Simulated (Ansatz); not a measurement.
A periodic structure is given below.

```
C
1.0
     2.45623    0.00000    0.00000
    -1.22811    2.12716    0.00000
     0.00000    0.00000   24.13396
C
4
Cartesian
  0.0000 0.0000 13.7677
  0.0000 0.0000 10.3663
  0.0000 1.4181 10.3661
  1.2281 0.7091 13.7678
```

Question: Interpret the file: composition, symmetry and coordination.

Answer: The element is carbon. The cell holds four atoms. C is linked to three C in a trigonal planar arrangement at 1.42 Å. The bonds build C layers parallel to (001).

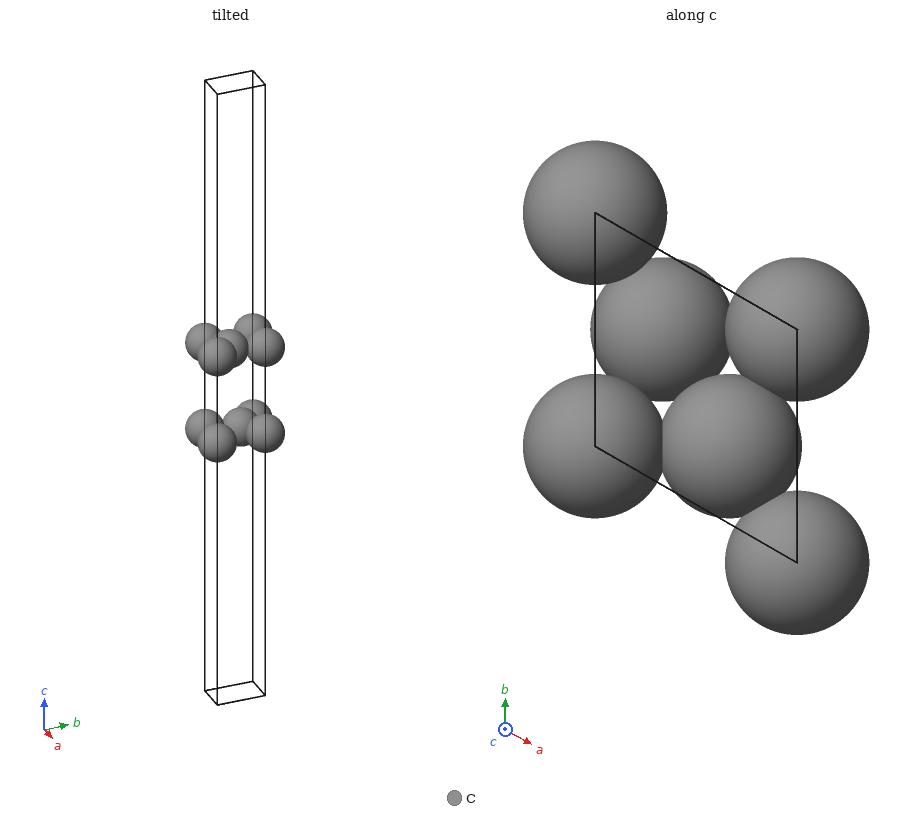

Crystal structure, space-filling style, seen slightly off an axis and along the c axis. The wireframe shows the simulation cell. Colours: carbon grey.

The structure was taken from a structure listed in the Materials Project. Earlier steps of the study may have refined or changed the cell and positions. It went into a calculation with Ansatz.
